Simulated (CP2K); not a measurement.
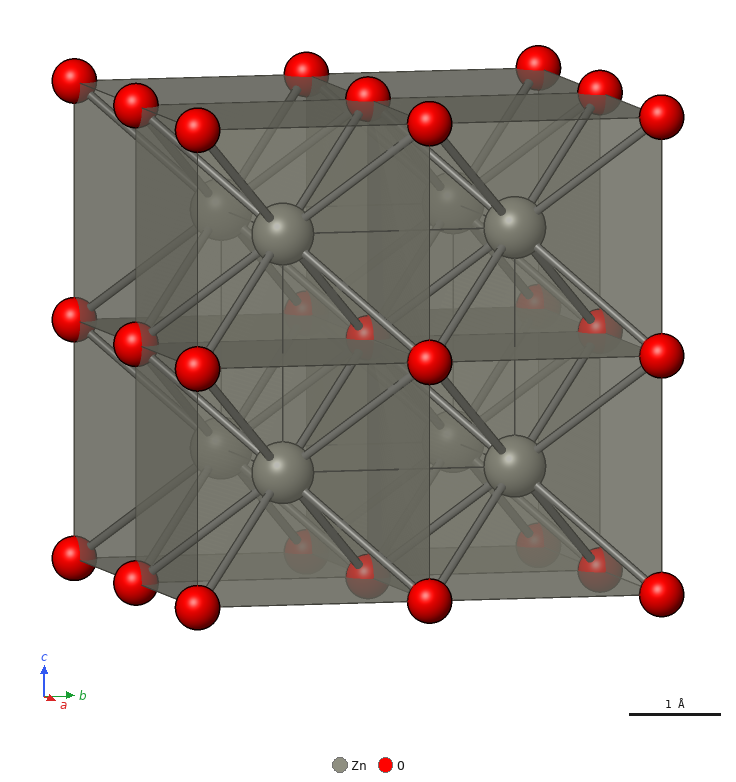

Figure 1. The input geometry (polyhedral view of the cell of the calculation, seen slightly off an axis; polyhedra are completed across the faces of the cell).

## ZnO: single-point calculation

ZnO (Pm-3m, 2 atoms in the cell), computed with DFTB (self-consistent charges), tables shipped with the program (CP2K 2026.2).

The structure was built on a prototype by a generator. The run did not end well. The geometry comes from this level: r2SCAN.

**Input**
```
&GLOBAL
 PROJECT run
 RUN_TYPE ENERGY_FORCE
 PRINT_LEVEL LOW
&END GLOBAL
&FORCE_EVAL
 METHOD QS
 STRESS_TENSOR ANALYTICAL
 &DFT
  &QS
   METHOD DFTB
   &DFTB
    SELF_CONSISTENT T
    DO_EWALD T
    &PARAMETER
     PARAM_FILE_PATH DFTB/scc
     PARAM_FILE_NAME scc_parameter
    &END PARAMETER
   &END DFTB
  &END QS
  &POISSON
   &EWALD
    EWALD_TYPE SPME
    GMAX 25
   &END EWALD
  &END POISSON
  &KPOINTS
   SCHEME MONKHORST-PACK 5 5 5
   SYMMETRY F
   FULL_GRID F
  &END KPOINTS
  &SCF
   ADDED_MOS 8
   EPS_SCF 1e-6
   MAX_SCF 80
   &DIAGONALIZATION
   &END DIAGONALIZATION
   &MIXING
    METHOD DIRECT_P_MIXING
    ALPHA 0.3
   &END MIXING
   &SMEAR
    METHOD FERMI_DIRAC
    ELECTRONIC_TEMPERATURE [K] 232
   &END SMEAR
   &PRINT
    &ITERATION_INFO
    &END ITERATION_INFO
   &END PRINT
  &END SCF
  &PRINT
   &BAND_STRUCTURE
    FILE_NAME bands.bs
    ADDED_MOS 6
    &KPOINT_SET
     UNITS B_VECTOR
     SPECIAL_POINT 0.00000000 0.00000000 0.00000000
     NPOINTS 0
    &END KPOINT_SET
    &KPOINT_SET
     UNITS B_VECTOR
     SPECIAL_POINT 0.00000000 0.50000000 0.00000000
     NPOINTS 0
    &END KPOINT_SET
    &KPOINT_SET
     UNITS B_VECTOR
     SPECIAL_POINT 0.50000000 0.50000000 0.00000000
     NPOINTS 0
    &END KPOINT_SET
    &KPOINT_SET
     UNITS B_VECTOR
     SPECIAL_POINT 0.50000000 0.50000000 0.50000000
     NPOINTS 0
    &END KPOINT_SET
    &KPOINT_SET
     UNITS B_VECTOR
     SPECIAL_POINT 0.25000000 0.00000000 0.00000000
     NPOINTS 0
    &END KPOINT_SET
    &KPOINT_SET
     UNITS B_VECTOR
     SPECIAL_POINT 0.00000000 0.25000000 0.00000000
     NPOINTS 0
    &END KPOINT_SET
    &KPOINT_SET
     UNITS B_VECTOR
     SPECIAL_POINT 0.00000000 0.00000000 0.25000000
     NPOINTS 0
    &END KPOINT_SET
    &KPOINT_SET
     UNITS B_VECTOR
     SPECIAL_POINT 0.25000000 0.25000000 0.00000000
     NPOINTS 0
    &END KPOINT_SET
    &KPOINT_SET
     UNITS B_VECTOR
     SPECIAL_POINT 0.25000000 0.00000000 0.25000000
     NPOINTS 0
    &END KPOINT_SET
    &KPOINT_SET
     UNITS B_VECTOR
     SPECIAL_POINT 0.00000000 0.25000000 0.25000000
     NPOINTS 0
    &END KPOINT_SET
    &KPOINT_SET
     UNITS B_VECTOR
     SPECIAL_POINT 0.25000000 0.25000000 0.25000000
     NPOINTS 0
    &END KPOINT_SET
   &END BAND_STRUCTURE
  &END PRINT
 &END DFT
 &SUBSYS
  &CELL
   A 2.64617096 0.00000000 0.00000000
   B 0.00000000 2.64617096 0.00000000
   C -0.00000000 0.00000000 2.64617096
  &END CELL
  &COORD
   SCALED
   Zn -0.00000000 0.00000000 -0.00000000
   O 0.50000000 0.50000000 0.50000000
  &END COORD
 &END SUBSYS
 &PRINT
  &STRESS_TENSOR
  &END STRESS_TENSOR
  &FORCES
  &END FORCES
 &END PRINT
&END FORCE_EVAL
```

Machine: 2 threads of Arm Neoverse V1, 24 GiB of memory available, shared host.

Launched with:
```bash
cp2k.psmp -i run.inp
```

**The program's output**
```
*** 'DO_EWALD' is deprecated and may be removed in a future version: Use  ***
 *** SUBSYS/CELL/PERIODIC to select periodicity. DO_EWALD is retained only ***
 *** as a debug override for the DFTB Ewald path.                          ***

                                           8gnzv8

 CP2K| version string:                                       CP2K version 2026.2
 CP2K|            -lib tblite libvori libbqb
 CP2K| Input file name                                                   run.inp

 GLOBAL| Force Environment number                                              1
 GLOBAL| Cholesky decomposition library                                ScaLAPACK
 GLOBAL| Direct generalized diagonalization requested                          F
 GLOBAL| Matrix multiplication library                                 ScaLAPACK

 GENERATE|  Preliminary Number of Bonds generated:                             0
 GENERATE|  Achieved consistency in connectivity generation.

              #####   #####        # ######  ####### ####### ######
             #     # #     #      #  #     # #          #    #     #
             #     # #           #   #     # #          #    #     #
             #     #  #####     #    #     # #####      #    ######
             #   # #       #   #     #     # #          #    #     #
             #    #  #     #  #      #     # #          #    #     #
              #### #  #####  #       ######  #          #    ######

                                    Version 0.2
                               J. Hutter and T. Heine

 EWALD| Summation is done by:                                               SPME
 EWALD| Alpha parameter [       ANGSTROM^-1]                              0.3500
 EWALD| Real Space Cutoff [          ANGSTROM]                            9.6398
 EWALD| G-space max. Miller index                         25        25        25
 EWALD| Spline interpolation order                                             6

 *** available. The full set of unoccupied MOs will be used. Use           ***
 *** 'ADDED_MOS -1' to always use all available MOs and to get rid of this ***
 *** warning.                                                              ***

 TOTAL NUMBERS AND MAXIMUM NUMBERS

  Total number of            - Atomic kinds:                                   2
                             - Atoms:                                          2
                             - Shell sets:                                     0
                             - Shells:                                         5
                             - Primitive Cartesian functions:                  0
                             - Cartesian basis functions:                     14
                             - Spherical basis functions:                     13

  Maximum angular momentum of the orbital basis functions:                     2

  LRI_AUX Basis:
  Total number of            - Shell sets:                                     0
                             - Shells:                                         5
                             - Primitive Cartesian functions:                  0
                             - Cartesian basis functions:                     14
                             - Spherical basis functions:                     13
                               Maximum angular momentum                        2

  RI_HXC Basis:
  Total number of            - Shell sets:                                     0
                             - Shells:                                         5
                             - Primitive Cartesian functions:                  0
                             - Cartesian basis functions:                     14
                             - Spherical basis functions:                     13
                               Maximum angular momentum                        2

  AUX_FIT ADMM-Basis:
  Total number of            - Shell sets:                                     0
                             - Shells:                                         5
                             - Primitive Cartesian functions:                  0
                             - Cartesian basis functions:                     14
                             - Spherical basis functions:                     13
                               Maximum angular momentum                        2

  Nuclear Basis:
  Total number of            - Quantum atomic kinds:                           0
                             - Quantum atoms:                                  0
                             - Shell sets:                                     0
                             - Shells:                                         5
                             - Primitive Cartesian functions:                  0
                             - Cartesian basis functions:                     14
                             - Spherical basis functions:                     13
                               Maximum angular momentum                        2

 SCF PARAMETERS         Density guess:                                    ATOMIC
                        --------------------------------------------------------
                        max_scf:                                              80
                        max_scf_history:                                       0
                        max_diis:                                              4
                        --------------------------------------------------------
                        eps_scf:                                        1.00E-06
                        eps_scf_history:                                0.00E+00
                        eps_diis:                                       1.00E-01
                        eps_eigval:                                     1.00E-05
                        --------------------------------------------------------
                        level_shift [a.u.]:                             0.000000
                        added MOs                                         4    0
                        --------------------------------------------------------
                        Mixing method:                           DIRECT_P_MIXING
                        --------------------------------------------------------
                        Smear method:                                FERMI_DIRAC
                        Electronic temperature [K]:                        232.0
                        Electronic temperature [a.u.]:                  7.35E-04
                        Accuracy threshold:                             1.00E-10
                        --------------------------------------------------------
                        No outer SCF

 Extrapolation method: initial_guess

 Number of electrons:                                                         18
 Number of occupied orbitals:                                                  9
 Number of molecular orbitals:                                                13

 Number of orbital functions:                                                 13
 Number of independent orbital functions:                                     13

 SCF WAVEFUNCTION OPTIMIZATION

  ------------------------------------------------------------------------------
     1 P_Mix/Diag. 0.30E+00    0.1     1.79558946        -7.3299083204 -7.33E+00
     2 P_Mix/Diag. 0.30E+00    0.1     0.52531532        -7.3918842267 -6.20E-02
     3 P_Mix/Diag. 0.30E+00    0.1     1.22815773        -7.4024132022 -1.05E-02
     4 P_Mix/Diag. 0.30E+00    0.1     0.51182711        -7.4407991702 -3.84E-02
     5 P_Mix/Diag. 0.30E+00    0.1     0.93948059        -7.4321775641  8.62E-03
     6 P_Mix/Diag. 0.30E+00    0.1     0.49820068        -7.4614234710 -2.92E-02
     7 P_Mix/Diag. 0.30E+00    0.1     0.79308465        -7.4461379866  1.53E-02
     8 P_Mix/Diag. 0.30E+00    0.1     0.55190186        -7.4711817018 -2.50E-02
     9 P_Mix/Diag. 0.30E+00    0.1     0.72079250        -7.4529375025  1.82E-02
    10 P_Mix/Diag. 0.30E+00    0.1     0.60257982        -7.4759404949 -2.30E-02
    11 P_Mix/Diag. 0.30E+00    0.1     0.68533256        -7.4562667325  1.97E-02
    12 P_Mix/Diag. 0.30E+00    0.1     0.62740631        -7.4782709027 -2.20E-02
    13 P_Mix/Diag. 0.30E+00    0.1     0.66795492        -7.4578978998  2.04E-02
    14 P_Mix/Diag. 0.30E+00    0.1     0.63957093        -7.4794127165 -2.15E-02
    15 P_Mix/Diag. 0.30E+00    0.1     0.65943974        -7.4586971623  2.07E-02
    16 P_Mix/Diag. 0.30E+00    0.1     0.64553158        -7.4799722000 -2.13E-02
    17 P_Mix/Diag. 0.30E+00    0.1     0.65526729        -7.4590888003  2.09E-02
    18 P_Mix/Diag. 0.30E+00    0.1     0.64845229        -7.4802463466 -2.12E-02
    19 P_Mix/Diag. 0.30E+00    0.1     0.65322279        -7.4592807029  2.10E-02
    20 P_Mix/Diag. 0.30E+00    0.1     0.64988344        -7.4803806784 -2.11E-02
    21 P_Mix/Diag. 0.30E+00    0.1     0.65222099        -7.4593747351  2.10E-02
    22 P_Mix/Diag. 0.30E+00    0.1     0.65058470        -7.4804465010 -2.11E-02
    23 P_Mix/Diag. 0.30E+00    0.1     0.65173010        -7.4594208110  2.10E-02
    24 P_Mix/Diag. 0.30E+00    0.1     0.65092832        -7.4804787541 -2.11E-02
    25 P_Mix/Diag. 0.30E+00    0.1     0.65148957        -7.4594433881  2.10E-02
    26 P_Mix/Diag. 0.30E+00    0.1     0.65109670        -7.4804945581 -2.11E-02
    27 P_Mix/Diag. 0.30E+00    0.1     0.65137171        -7.4594544509  2.10E-02
    28 P_Mix/Diag. 0.30E+00    0.1     0.65117920        -7.4805023020 -2.10E-02
    29 P_Mix/Diag. 0.30E+00    0.1     0.65131396        -7.4594598717  2.10E-02
    30 P_Mix/Diag. 0.30E+00    0.1     0.65121963        -7.4805060966 -2.10E-02
    31 P_Mix/Diag. 0.30E+00    0.1     0.65128566        -7.4594625279  2.10E-02
    32 P_Mix/Diag. 0.30E+00    0.1     0.65123944        -7.4805079559 -2.10E-02
    33 P_Mix/Diag. 0.30E+00    0.1     0.65127179        -7.4594638294  2.10E-02
    34 P_Mix/Diag. 0.30E+00    0.1     0.65124914        -7.4805088670 -2.10E-02
    35 P_Mix/Diag. 0.30E+00    0.1     0.65126500        -7.4594644671  2.10E-02
    36 P_Mix/Diag. 0.30E+00    0.1     0.65125390        -7.4805093134 -2.10E-02
    37 P_Mix/Diag. 0.30E+00    0.1     0.65126167        -7.4594647796  2.10E-02
    38 P_Mix/Diag. 0.30E+00    0.1     0.65125623        -7.4805095321 -2.10E-02
    39 P_Mix/Diag. 0.30E+00    0.1     0.65126004        -7.4594649328  2.10E-02
    40 P_Mix/Diag. 0.30E+00    0.1     0.65125737        -7.4805096393 -2.10E-02
    41 P_Mix/Diag. 0.30E+00    0.1     0.65125924        -7.4594650078  2.10E-02
    42 P_Mix/Diag. 0.30E+00    0.1     0.65125793        -7.4805096919 -2.10E-02
    43 P_Mix/Diag. 0.30E+00    0.1     0.65125884        -7.4594650446  2.10E-02
    44 P_Mix/Diag. 0.30E+00    0.1     0.65125820        -7.4805097176 -2.10E-02
    45 P_Mix/Diag. 0.30E+00    0.1     0.65125865        -7.4594650626  2.10E-02
    46 P_Mix/Diag. 0.30E+00    0.1     0.65125834        -7.4805097302 -2.10E-02
    47 P_Mix/Diag. 0.30E+00    0.1     0.65125856        -7.4594650714  2.10E-02
    48 P_Mix/Diag. 0.30E+00    0.1     0.65125840        -7.4805097364 -2.10E-02
    49 P_Mix/Diag. 0.30E+00    0.1     0.65125851        -7.4594650757  2.10E-02
    50 P_Mix/Diag. 0.30E+00    0.1     0.65125844        -7.4805097394 -2.10E-02
    51 P_Mix/Diag. 0.30E+00    0.1     0.65125849        -7.4594650778  2.10E-02
    52 P_Mix/Diag. 0.30E+00    0.1     0.65125845        -7.4805097409 -2.10E-02
    53 P_Mix/Diag. 0.30E+00    0.1     0.65125848        -7.4594650789  2.10E-02
    54 P_Mix/Diag. 0.30E+00    0.1     0.65125846        -7.4805097416 -2.10E-02
    55 P_Mix/Diag. 0.30E+00    0.1     0.65125847        -7.4594650794  2.10E-02
    56 P_Mix/Diag. 0.30E+00    0.1     0.65125846        -7.4805097420 -2.10E-02
    57 P_Mix/Diag. 0.30E+00    0.1     0.65125847        -7.4594650796  2.10E-02
    58 P_Mix/Diag. 0.30E+00    0.1     0.65125847        -7.4805097422 -2.10E-02
    59 P_Mix/Diag. 0.30E+00    0.1     0.65125847        -7.4594650798  2.10E-02
    60 P_Mix/Diag. 0.30E+00    0.1     0.65125847        -7.4805097422 -2.10E-02
    61 P_Mix/Diag. 0.30E+00    0.1     0.65125847        -7.4594650798  2.10E-02
    62 P_Mix/Diag. 0.30E+00    0.1     0.65125847        -7.4805097423 -2.10E-02
    63 P_Mix/Diag. 0.30E+00    0.1     0.65125847        -7.4594650798  2.10E-02
    64 P_Mix/Diag. 0.30E+00    0.1     0.65125847        -7.4805097423 -2.10E-02
    65 P_Mix/Diag. 0.30E+00    0.1     0.65125847        -7.4594650799  2.10E-02
    66 P_Mix/Diag. 0.30E+00    0.1     0.65125847        -7.4805097423 -2.10E-02
    67 P_Mix/Diag. 0.30E+00    0.1     0.65125847        -7.4594650799  2.10E-02
    68 P_Mix/Diag. 0.30E+00    0.1     0.65125847        -7.4805097423 -2.10E-02
    69 P_Mix/Diag. 0.30E+00    0.1     0.65125847        -7.4594650799  2.10E-02
    70 P_Mix/Diag. 0.30E+00    0.1     0.65125847        -7.4805097423 -2.10E-02
    71 P_Mix/Diag. 0.30E+00    0.1     0.65125847        -7.4594650799  2.10E-02
    72 P_Mix/Diag. 0.30E+00    0.1     0.65125847        -7.4805097423 -2.10E-02
    73 P_Mix/Diag. 0.30E+00    0.1     0.65125847        -7.4594650799  2.10E-02
    74 P_Mix/Diag. 0.30E+00    0.1     0.65125847        -7.4805097423 -2.10E-02
    75 P_Mix/Diag. 0.30E+00    0.1     0.65125847        -7.4594650799  2.10E-02
    76 P_Mix/Diag. 0.30E+00    0.1     0.65125847        -7.4805097423 -2.10E-02
    77 P_Mix/Diag. 0.30E+00    0.1     0.65125847        -7.4594650799  2.10E-02
    78 P_Mix/Diag. 0.30E+00    0.1     0.65125847        -7.4805097423 -2.10E-02
    79 P_Mix/Diag. 0.30E+00    0.1     0.65125847        -7.4594650799  2.10E-02
    80 P_Mix/Diag. 0.30E+00    0.1     0.65125847        -7.4805097423 -2.10E-02

  Leaving inner SCF loop after reaching    80 steps.

  Core Hamiltonian energy:                                     -7.61211707128019
  Repulsive potential energy:                                   0.07532647956499
  Electronic energy:                                            0.05628084939596
  Dispersion energy:                                            0.00000000000000
  Electronic entropic energy:                                  -0.00005529643136
  Fermi energy:                                                -0.05767129526813

  Total energy:                                                -7.48050974231924
  Total energy (extrapolated to T->0):                         -7.48048209410356

 *******************************************************************************
 *   ___                                                                       *
 *  /   \                                                                      *
 * [ABORT]                                                                     *
 *  \___/     SCF run NOT converged. To continue the calculation regardless,   *
 *    |             please set the keyword IGNORE_CONVERGENCE_FAILURE.         *
 *  O/|                                                                        *
 * /| |                                                                        *
 *******************************************************************************

 ===== Routine Calling Stack =====

            4 scf_env_do_scf
            3 qs_energies
            2 qs_forces
            1 CP2K

Program received signal SIGABRT: Process abort signal.

Backtrace for this error:
#0  0x5f06ddeef957 in ???
#1  0x5f06fe7a4cac in __pthread_kill_implementation
#2  0x5f06fe74bfb7 in raise
#3  0x5f06fe735d37 in abort
#4  0x5f06de5c2d83 in ???
#5  0x5f06de5c4297 in ???
#6  0x5f06df4999ab in ???
#7  0x5f06df4a3c7b in ???
#8  0x5f06df31555b in ???
#9  0x5f06de1a4d13 in ???
#10  0x5f06ddf9a0cf in ???
#11  0x5f06de87745f in ???
#12  0x5f06de879d0b in ???
#13  0x5f06ddf90db3 in ???
#14  0x5f06ddf8ef13 in ???
#15  0x5f06fe736573 in __libc_start_call_main
#16  0x5f06fe736657 in __libc_start_main_impl
#17  0x5f06ddf8f06f in ???
#18  0xffffffffffffffff in ???
```

**What the run reported**

```csv
quantity,value
outcome,not converged
space group (tolerance 0.01 Å),Pm-3m (221)
wall time,6.1 s (CPU time 11 s)
peak memory,0.14 GiB
```

**What went wrong**

The run did not converge. Its last values are not results.
